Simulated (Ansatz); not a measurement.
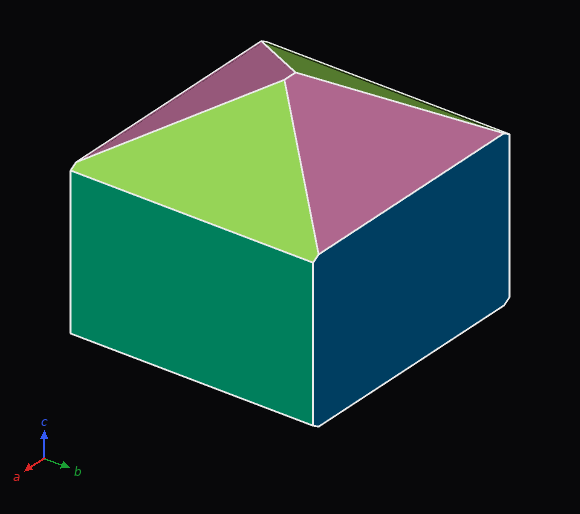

Crystal habit computed by the BFDH rule (growth rate of a face proportional to 1/d, systematic absences taken into account). This is a geometric estimate, not an energy calculation. Faces of one form share a colour. Cell of Ge: space group Imma (No. 74), a = 4.992 Å, b = 5.302 Å, c = 2.874 Å, α = 90.00°, β = 90.00°, γ = 90.00°. The structure is the input geometry of an electronic-structure calculation and need not be at equilibrium. Forms under 0.4 % of the area are left out.

### Index the forms that can be seen.

blue: {020} (d = 2.65 Å, 27 % of the area); teal: {200} (d = 2.50 Å, 24 % of the area); green: {101} (d = 2.49 Å, 24 % of the area); pink: {011} (d = 2.53 Å, 24 % of the area).
